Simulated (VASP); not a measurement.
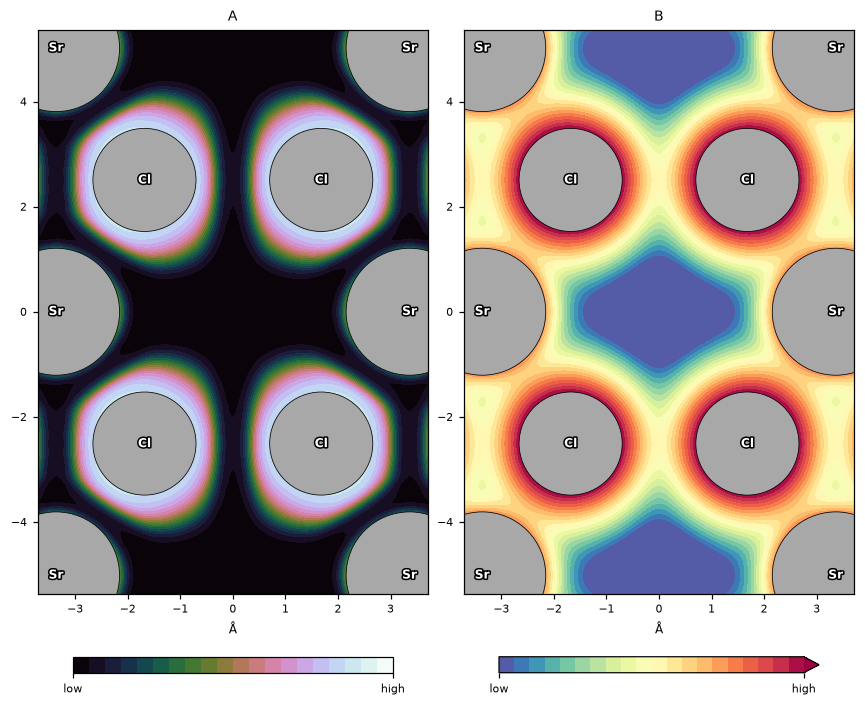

SrCl$_{2}$: 2 fields on the (011) plane of the conventional cell, with unlabelled colour scales. Grey discs cover the atomic cores.

Space group Fmmm; changed on purpose from its base cell (strain +0.0350 x Voigt [1, -1, 0, 0, 0, 0], atoms carried along).

These are results of Kohn-Sham DFT of a periodic cell, PBE, VASP PAW PBE potentials, recommended (VASP), not measurements.

Q: The panels show electron localisation function and valence pseudo-density in some order. Assign them.

A: Panel A: electron localisation function. Panel B: valence pseudo-density. From the grid: Sr–Cl (3.02 Å): ρ is about 0.14 e/Å³ halfway; the ELF peaks at about 0.90 in the valence shell of Cl, 0.8 Å from its nucleus, and drops to about 0.05 between the two atoms (a closed-shell, largely ionic contact).
